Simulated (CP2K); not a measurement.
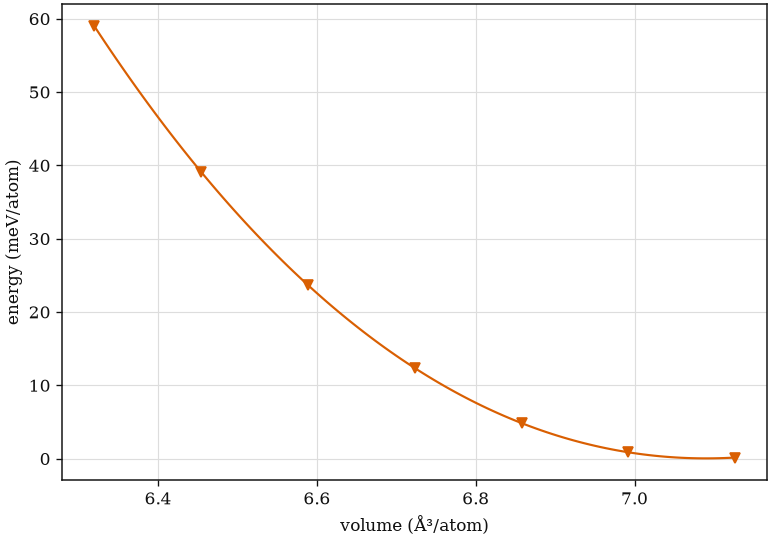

Plotted: energy against volume for N, space group P6_3/mmc (No. 194).

Starting cell:
```xyz
2
Lattice="2.5195 0.0000 0.0000 -1.2597 2.1819 0.0000 0.0000 0.0000 2.4460" Properties=species:S:1:pos:R:3 pbc="T T T"
N     0.0000    1.4546    1.8345
N     1.2597    0.7273    0.6115
```

Method: DFT in Gaussian orbitals with a plane-wave density, no spin polarisation; energies at scaled volumes of the given cell, shape and fractions fixed, counted from the fit's minimum, third-order Birch-Murnaghan fit (CP2K 2026.2). Level: PBE.

```tsv
setting	value
k mesh	12×12×11
occupations	Fermi–Dirac
smearing width	0.05 eV
potentials	GTH PBE with UZH TZVP basis
density cutoff	6123 eV
program settings	ngrids 4, basis sets N TZVP-MOLOPT-PBE-GTH-q5, cutoff ry 450 Ry, rel cutoff ry 60 Ry
```

From this curve and the settings, what does the calculation give for the pressure at the same points?

The pressure falls from 26.56 GPa at volume 6.3198 Å³/atom to −0.94 GPa at 7.1266 Å³/atom, and changes sign near 7.09 Å³/atom.

```csv
volume (Å³/atom),pressure (GPa)
6.3198,26.56
6.4543,20.95
6.5888,15.80
6.7232,11.10
6.8577,6.77
6.9921,2.77
7.1266,-0.94
```

Note: shape and atomic fractions are frozen while scaling, which makes layered, chain and framework solids too stiff.
